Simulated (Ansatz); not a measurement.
## Two runs on Ti

System: Ti (Fm-3m, 1 atom in the cell).
Method of run 1: DFT PBE, scalar-relativistic, plane waves, PAW, no spin polarisation (Ansatz 0.2.0).

The structure was built on a prototype by a generator; it need not be a known phase. Text and figures count atoms from 1; the logs count them from 0 in places.

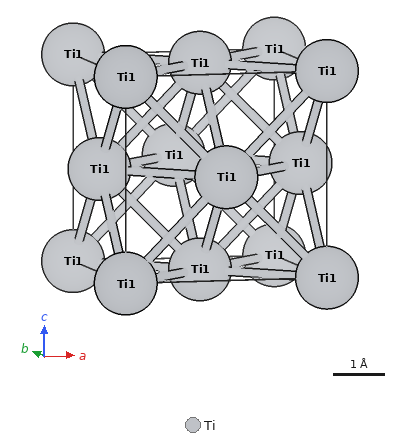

The structure as given in the input (ball-and-stick view of the cell 4 times as large as that of the calculation, set on its symmetry axes, seen slightly off an axis; atoms are numbered from 1 in the order of the input). Near neighbours in the crystal (not all of them lie inside the picture): Ti has 12 Ti at 2.91 Å.

Input, run 1:
```yaml
crystal:
  lattice:
    - [0.0, 2.0589758972, 2.0589758972]
    - [2.0589758972, 0.0, 2.0589758972]
    - [2.0589758972, 2.0589758972, 0.0]
  atoms:
    - { symbol: Ti, position: [0.0, 0.0, 0.0] }
basis:
  ecutwfc: 600
  ecutrho_ratio: 5
kpoints:
  mp_grid: { grid: [8, 8, 8] }
hamiltonian:
  xc: pbe
scf:
  occupations: { method: gaussian, width: 0.05 }
output:
  forces: true
  stress: true
  eigenvalues: true
```

Hardware: 2 threads of an x86-64 CPU, shared host.

Output, shortened to warnings, some set-up lines, iterations and results (run 1):
```
Basis set: ecut = 600 eV, 561 PW (Γ), exchange–correlation on 54×54×54 points (8 copies of the dense FFT grid, shifted against one another)
Symmetry: 48 space group operations
k-points: 29 of 512
Initial density: superposition of atomic densities (neutral atoms: chi_scale 0, normalization atom), corrected by the library's trained network
[...]
SCF iter   1: F=—  HF=-2499.607371 eV  |F-HF|=—  |Δ(HF+E_count)|=         —  Δρ=3.67e-3  dr2=1.43e-3  ethr=1.77e-3  ⟨swp⟩=4.4  Hψ=1541  notcnv=0
SCF iter   2: F=—  HF=-2499.607182 eV  |F-HF|=—  |Δ(HF+E_count)|=   1.88e-4  Δρ=1.81e-3  dr2=2.34e-4  ethr=1.19e-5  ⟨swp⟩=2.0  Hψ=574  notcnv=0  defer=4
SCF iter   3: F=—  HF=-2499.607258 eV  |F-HF|=—  |Δ(HF+E_count)|=   7.58e-5  Δρ=6.80e-4  dr2=4.85e-5  ethr=1.95e-6  ⟨swp⟩=2.6  Hψ=416  notcnv=0  defer=4
SCF iter   4: F=—  HF=-2499.607261 eV  |F-HF|=—  |Δ(HF+E_count)|=   2.59e-6  Δρ=5.60e-5  dr2=2.11e-7  ethr=4.04e-7  ⟨swp⟩=2.2  Hψ=366  notcnv=0  defer=4
SCF iter   5: F=-2499.607261 eV  HF=-2499.607261 eV  |F-HF|=6.90e-9  |Δ(HF+E_count)|=   2.65e-7  Δρ=8.56e-6  dr2=1.20e-8  ethr=1.76e-9  ⟨swp⟩=2.3  Hψ=424  notcnv=0  defer=4
SCF iter   6: F=-2499.607261 eV  HF=-2499.607261 eV  |F-HF|=6.41e-11  |Δ(HF+E_count)|=   2.07e-9  Δρ=2.17e-6  dr2=4.45e-10  ethr=1.00e-10  ⟨swp⟩=1.9  Hψ=934  notcnv=0
SCF 1 converged in 6 iterations: F = -2499.607261 eV  dr2 = 4.45e-10
SCF converged after 6 iterations
Free energy (F): -2499.607261 eV
Harris-Foulkes:  -2499.607261 eV  (|F-HF|=6.41e-11)
Internal energy: -2499.605947 eV  (E = F + TS)
E sigma→0 (E₀):  -2499.606604 eV
Entropy (-TS):   -0.001314 eV (-1.314 meV/atom)
Fermi energy:    13.238367 eV
--- Per-component energies (eV) ---
  E_band       = -158.340982
  E_kinetic    = 272.317289
  E_local      = -815.410924  (includes V_loc(G=0)·N_el)
  E_nonlocal   = 8.112929
  E_hartree    = 334.697406
  E_xc         = -97.396476
  E_vxc        = -121.842868  (∫ρ·V_xc dr)
  E_paw        = -1047.597948  (= ΣΔE_a)
  E_vpaw       = -170.912744  (= ΣTr[D̂ρ^β])
  E_aug_tail   = -0.000002  (compensation charges beyond the density's cutoff)
  E_ewald      = -1154.328221
  E_smearing   = -0.001314  (= −TS)
  E_closure    = 0.000000  (closes the sum)
  Σ components = -2499.607261   (vs F -2499.607261, Δ=0.00e0)
--- Forces (eV/Å), atoms counted from 1 ---
  atom   1  Ti    -0.00000000     0.00000000     0.00000000
  max |Σ_I F_I| component: 3.29e-32 eV/Å
--- Stress (GPa, compression-positive) ---
       -0.508913      -0.000000      -0.000000
       -0.000000      -0.508913       0.000000
       -0.000000       0.000000      -0.508913
  P = ⅓ Tr σ = -0.5089 GPa (-5.089 kbar)
```

For run 2 the input was changed thus:
```diff
-  mp_grid: { grid: [8, 8, 8] }
+  mp_grid: { grid: [18, 18, 18] }
-  xc: pbe
+  xc: r2scan
```

What does this change do to the results?

The total energies belong to different methods, so their difference says nothing on which is more stable or more accurate. The functional changes from PBE to r2SCAN. The number of SCF iterations is the same. The irreducible k-points go from 29 to 195.

Output, shortened to warnings, some set-up lines, iterations and results (run 2):
```
Basis set: ecut = 600 eV, 561 PW (Γ), exchange–correlation on 108×108×108 points (64 copies of the dense FFT grid, shifted against one another)
Symmetry: 48 space group operations
k-points: 195 of 5832
Initial density: superposition of atomic densities (neutral atoms: chi_scale 0, normalization atom), corrected by the library's trained network
[...]
SCF iter   1: F=—  HF=-2504.285340 eV  |F-HF|=—  |Δ(HF+E_count)|=         —  Δρ=1.61e-2  dr2=4.19e-2  dr2_τ=7.55e-3  ethr=1.77e-3  ⟨swp⟩=4.4  Hψ=10787  notcnv=0
SCF iter   2: F=—  HF=-2504.302156 eV  |F-HF|=—  |Δ(HF+E_count)|=   1.68e-2  Δρ=5.23e-3  dr2=3.14e-3  dr2_τ=9.55e-4  ethr=3.49e-4  ⟨swp⟩=2.8  Hψ=5297  notcnv=0  defer=17
SCF iter   3: F=—  HF=-2504.301494 eV  |F-HF|=—  |Δ(HF+E_count)|=   6.62e-4  Δρ=1.83e-3  dr2=1.83e-4  dr2_τ=7.19e-5  ethr=2.61e-5  ⟨swp⟩=3.0  Hψ=3866  notcnv=0  defer=17
SCF iter   4: F=—  HF=-2504.301921 eV  |F-HF|=—  |Δ(HF+E_count)|=   4.27e-4  Δρ=1.57e-4  dr2=1.97e-6  dr2_τ=4.74e-7  ethr=1.53e-6  ⟨swp⟩=2.0  Hψ=3032  notcnv=0  defer=17
SCF iter   5: F=—  HF=-2504.301927 eV  |F-HF|=—  |Δ(HF+E_count)|=   5.94e-6  Δρ=3.00e-5  dr2=9.43e-8  dr2_τ=9.65e-9  ethr=1.64e-8  ⟨swp⟩=2.4  Hψ=2865  notcnv=0  defer=17
SCF iter   6: F=-2504.301927 eV  HF=-2504.301927 eV  |F-HF|=6.08e-9  |Δ(HF+E_count)|=   1.24e-7  Δρ=5.14e-6  dr2=3.46e-9  dr2_τ=1.29e-9  ethr=7.86e-10  ⟨swp⟩=2.3  Hψ=7205  …
SCF 1 converged in 6 iterations: F = -2504.301927 eV  dr2 = 3.46e-9
SCF converged after 6 iterations
Free energy (F): -2504.301927 eV
Harris-Foulkes:  -2504.301927 eV  (|F-HF|=6.08e-9)
Internal energy: -2504.300403 eV  (E = F + TS)
E sigma→0 (E₀):  -2504.301165 eV
Entropy (-TS):   -0.001524 eV (-1.524 meV/atom)
Fermi energy:    13.158536 eV
--- Per-component energies (eV) ---
  E_band       = -171.625289
  E_kinetic    = 272.277679
  E_local      = -812.023972  (includes V_loc(G=0)·N_el)
  E_nonlocal   = 7.300694
  E_hartree    = 332.159189
  E_xc         = -92.744218
  E_vxc        = -132.600984  (∫ρ·V_xc dr)
  E_paw        = -1056.688095  (= ΣΔE_a)
  E_vpaw       = -180.042895  (= ΣTr[D̂ρ^β])
  E_aug_tail   = -0.000002  (compensation charges beyond the density's cutoff)
  E_vtau       = 9.147824  (kinetic-family band-sum trace: ∫τ·v_τ [+ j·A + Jᵃ·Aᵃ] dr)
  E_ewald      = -1154.328221
  E_core_change = -0.253457  (= ΣΔE_core)
  E_smearing   = -0.001524  (= −TS)
  E_closure    = 0.000000  (closes the sum)
  Σ components = -2504.301927   (vs F -2504.301927, Δ=0.00e0)
--- Forces (eV/Å), atoms counted from 1 ---
  atom   1  Ti    -0.00000000    -0.00000000     0.00000000
  max |Σ_I F_I| component: 6.57e-32 eV/Å
--- Stress (GPa, compression-positive) ---
       -0.582814       0.000000       0.000000
       -0.000000      -0.582814      -0.000000
        0.000000       0.000000      -0.582814
  P = ⅓ Tr σ = -0.5828 GPa (-5.828 kbar)
```

The two runs side by side:

| quantity | run 1 | run 2 |
| --- | --- | --- |
| outcome | converged | converged |
| free energy per atom (eV) | −2499.6073 | −2504.3019 |
| energy per atom, smearing taken to zero (eV) | −2499.6066 | −2504.3012 |
| gap on the mesh (eV) | 0.00 | 0.00 |
| pressure (GPa) | −0.51 | −0.58 |
| largest force (eV/Å) | 0.000 | 0.000 |
| SCF iterations | 6 | 6 |
| irreducible k-points | 29 | 195 |
| plane waves at Γ | 561 | 561 |
| wall time (shared host) | 0.69 s | 2.9 s |
